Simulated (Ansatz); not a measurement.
## Geometry relaxation, with input and output: BN (part 2 of 2)

The same run, continued: BN (P-6m2, 4 atoms in the cell); DFT PBE+D3(BJ), scalar-relativistic, plane waves, PAW, no spin polarisation (Ansatz 0.2.0); cutoff 420 eV, 12×12×4 k-mesh, Gaussian smearing of 0.02 eV. The structure derives from an entry of the Crystallography Open Database.

Geometry of the input (Å; fractional positions):
```
2.5100  0.0000  0.0000
-1.2550  2.1737  0.0000
0.0000  0.0000  6.6900
B  0.0000  0.0000  0.5000
B  0.3333  0.6667  0.0000
N  0.0000  0.0000  0.0000
N  0.6667  0.3333  0.5000
```

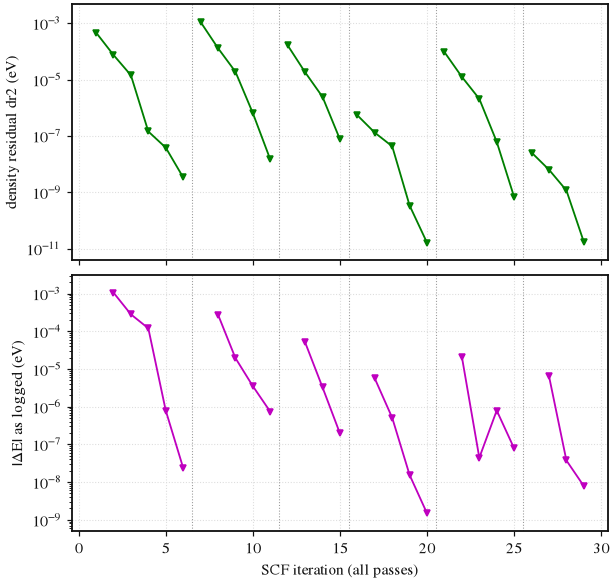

Convergence of the self-consistent field: density residual dr2 and size of the energy change against the SCF iteration. The dotted lines part the SCF passes of the relaxation: geometry steps, rejected trials and re-solves on a re-selected basis. The 6 passes take 4 to 6 iterations each, 29 in all.

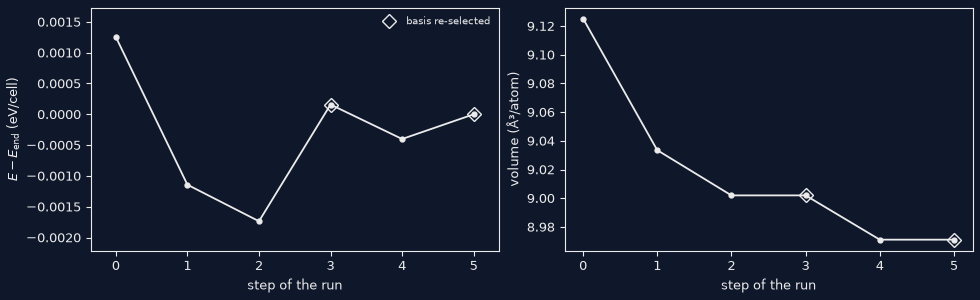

Progress of the relaxation, step by step (the first geometry is step 0 here and step 1 in the log).

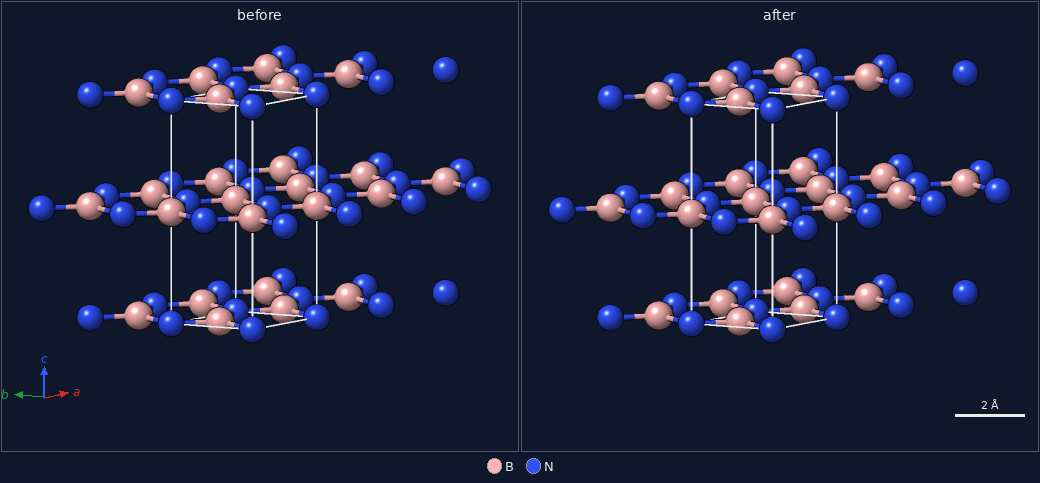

Before (left) and after (right) the relaxation, at one scale (ball-and-stick view of the cell of the calculation, repeated 3 × 2 × 1, with bonded neighbours outside it, seen at an oblique angle). No atom moves by more than 0.005 Å relative to the cell. The volume changes by −1.7 %, with a = b 2.510 → 2.506 Å (−0.2 %), c 6.690 → 6.597 Å (−1.4 %). The space group stays P-6m2 (No. 187). The energy falls by 1.7 meV per cell of the calculation in 3 geometry steps. All forces vanish by symmetry, so only the cell relaxes. The pressure goes from −1.20 to −0.02 GPa. The basis was re-selected once at an unchanged geometry, which shifts the energy a little without any move. The energy change given includes the shifts at the re-selections in mid-walk, which come without any move. A last SCF at the same geometry on a re-selected plane-wave basis shifts the energy by +0.4 meV per cell of the calculation.

```
basis re-selected at this cell: Δ(F+E_penalty+E_count) = +4.008e-4 eV, ΔP = -0.012 GPa vs the last step (what re-selecting the basis moved, of the pressure what is left beyond the Pulay correction that the steps carried, after the strain that the cell walked since its last selection, with what the two solves' SCF thresholds leave and, on support functions, any second-order correction that the steps lacked; it is no measure of the basis error at this ecutwfc). This SCF's stress stands 3.97e-2 GPa from its target on what of the cell is left free (relax.cell.stress_tol is 5.00e-2 GPa) and its largest allowed force component is 1.94e-16 eV/Å (relax.f_tol is 5.00e-3 eV/Å): within both
SCF converged after 4 iterations
Free energy (F): -1085.373583 eV
Harris-Foulkes:  -1085.373583 eV  (|F-HF|=7.05e-11)
Internal energy: -1085.373583 eV  (E = F + TS)
E sigma→0 (E₀):  -1085.373583 eV
Fermi energy:    7.032556 eV
--- Per-component energies (eV) ---
  E_band       = -37.088861
  E_kinetic    = 366.640253
  E_local      = -685.748371  (includes V_loc(G=0)·N_el)
  E_nonlocal   = 115.602929
  E_hartree    = 220.417570
  E_xc         = -184.384593
  E_vxc        = -228.762904  (∫ρ·V_xc dr)
  E_paw        = -413.610084  (= ΣΔE_a)
  E_vpaw       = -45.656158  (= ΣTr[D̂ρ^β])
  E_aug_tail   = 0.000200  (compensation charges beyond the density's cutoff)
  E_ewald      = -503.723031
  E_disp       = -0.568456  (pairwise vdW)
  E_smearing   = -0.000000  (= −TS)
  E_closure    = 0.000000  (closes the sum)
  Σ components = -1085.373583   (vs F -1085.373583, Δ=0.00e0)
--- Forces (eV/Å), atoms counted from 1 ---
  atom   1  B      0.00000000    -0.00000000     0.00000000
  atom   2  B      0.00000000    -0.00000000     0.00000000
  atom   3  N     -0.00000000     0.00000000     0.00000000
  atom   4  N     -0.00000000     0.00000000     0.00000000
  max |Σ_I F_I| component: 4.07e-16 eV/Å
--- Stress (GPa, compression-positive) ---
       -0.009336      -0.000000      -0.000000
       -0.000000      -0.009336       0.000000
       -0.000000       0.000000      -0.039749
  P = ⅓ Tr σ = -0.0195 GPa (-0.195 kbar)
--- Band table (eV; the first three rows and the last of 57) ---
  k-point 0: bands = ["-13.0026", "-12.6779", "-1.4284", "0.7488", "3.4213", "3.4213", "3.5346", "3.5346", "10.0788", "15.1182", "16.3460", "16.3460"]
  k-point 1: bands = ["-12.9632", "-12.7222", "-1.1640", "0.3552", "3.4223", "3.4223", "3.5347", "3.5347", "10.7861", "14.2465", "16.3530", "16.3530"]
  k-point 2: bands = ["-12.8978", "-12.7928", "-0.5122", "-0.4188", "3.4226", "3.4226", "3.5340", "3.5340", "12.4434", "12.4787", "16.3613", "16.3613"]
  k-point 56: bands = ["-9.2387", "-9.1265", "-3.1369", "-3.0364", "-2.4024", "-2.3020", "4.7389", "4.8535", "9.3972", "9.4727", "16.2759", "16.9000"]
--- Relaxed structure (4 steps of the walk, 4 accepted, 2 SCFs on fresh bases) ---
  F+E_penalty+E_count = -1085.37358328 eV   max|allowed force component| = 1.943e-16 eV/Å   (the final SCF, on the basis selected at the relaxed cell)
  cell:  # Å, volume = 35.8844 Å³
    - [2.5061233056804952, -2.428817025844197e-35, 0.0]
    - [-1.2530616528402476, 2.170366447735543, 0.0]
    - [0.0, 0.0, 6.597357142020567]
  atoms:
    - { symbol: B, position: [-3.269890918571631e-33, -1.0632065916389462e-32, 0.5] }
    - { symbol: B, position: [0.33333333333333326, 0.6666666666666667, 0.0] }
    - { symbol: N, position: [6.146907763183685e-33, 1.6538769203272496e-33, 0.0] }
    - { symbol: N, position: [0.6666666666666669, 0.3333333333333333, 0.5] }
```

## Trajectory as extended XYZ (Å, eV, eV/Å), 6 frames, from step=1 to step=6
```
4
Lattice="2.5100 0.0000 0.0000 -1.2550 2.1737 0.0000 0.0000 0.0000 6.6900" Properties=species:S:1:pos:R:3:forces:R:3 step=1 energy=-1085.37233 pressure_GPa=-1.20
B     0.0000    0.0000    3.3450    0.0000   0.0000   0.0000
B     0.0000    1.4491    0.0000    0.0000   0.0000   0.0000
N     0.0000    0.0000    0.0000    0.0000   0.0000   0.0000
N     1.2550    0.7246    3.3450    0.0000   0.0000   0.0000
4
Lattice="2.5076 0.0000 0.0000 -1.2538 2.1716 0.0000 0.0000 0.0000 6.6354" Properties=species:S:1:pos:R:3:forces:R:3 step=2 energy=-1085.37473 pressure_GPa=-0.42
B     0.0000    0.0000    3.3177    0.0000   0.0000   0.0000
B     0.0000    1.4478    0.0000    0.0000   0.0000   0.0000
N     0.0000    0.0000    0.0000    0.0000   0.0000   0.0000
N     1.2538    0.7239    3.3177    0.0000   0.0000   0.0000
4
Lattice="2.5063 0.0000 0.0000 -1.2532 2.1705 0.0000 0.0000 0.0000 6.6191" Properties=species:S:1:pos:R:3:forces:R:3 step=3 energy=-1085.37532 pressure_GPa=-0.01
B     0.0000    0.0000    3.3096    0.0000   0.0000   0.0000
B     0.0000    1.4470    0.0000    0.0000   0.0000   0.0000
N     0.0000    0.0000    0.0000    0.0000   0.0000   0.0000
N     1.2532    0.7235    3.3096    0.0000   0.0000   0.0000
4
Lattice="2.5063 0.0000 0.0000 -1.2532 2.1705 0.0000 0.0000 0.0000 6.6191" Properties=species:S:1:pos:R:3:forces:R:3 step=4 energy=-1085.37342 pressure_GPa=-0.09
B     0.0000    0.0000    3.3096    0.0000   0.0000   0.0000
B     0.0000    1.4470    0.0000    0.0000   0.0000   0.0000
N     0.0000    0.0000    0.0000    0.0000   0.0000   0.0000
N     1.2532    0.7235    3.3096    0.0000   0.0000   0.0000
4
Lattice="2.5061 0.0000 0.0000 -1.2531 2.1704 0.0000 0.0000 0.0000 6.5974" Properties=species:S:1:pos:R:3:forces:R:3 step=5 energy=-1085.37398 pressure_GPa=-0.01
B     0.0000    0.0000    3.2987    0.0000   0.0000   0.0000
B     0.0000    1.4469    0.0000    0.0000   0.0000   0.0000
N     0.0000    0.0000    0.0000    0.0000   0.0000   0.0000
N     1.2531    0.7235    3.2987    0.0000   0.0000   0.0000
4
Lattice="2.5061 0.0000 0.0000 -1.2531 2.1704 0.0000 0.0000 0.0000 6.5974" Properties=species:S:1:pos:R:3:forces:R:3 step=6 energy=-1085.37358 pressure_GPa=-0.02
B     0.0000    0.0000    3.2987    0.0000   0.0000   0.0000
B     0.0000    1.4469    0.0000    0.0000   0.0000   0.0000
N     0.0000    0.0000    0.0000    0.0000   0.0000   0.0000
N     1.2531    0.7235    3.2987    0.0000   0.0000   0.0000
```

## Summary

| quantity | value |
| --- | --- |
| outcome | converged |
| space group (tolerance 0.01 Å) | P-6m2 (187) |
| electrons treated | 16 |
| free energy | −1085.3736 eV |
| Fermi energy | 7.033 eV |
| gap on the k-point mesh | 4.36 eV |
| pressure | −0.02 GPa |
| final volume | 35.88 Å³ |
| largest force (length of the vector) at the end | under 0.001 eV/Å |
| final cell | a = 2.506 Å, b = 2.506 Å, c = 6.597 Å, α = 90.00°, β = 90.00°, γ = 120.00° |
| wall time | 11 s (CPU time 20 s) |
| peak memory | 0.33 GiB |
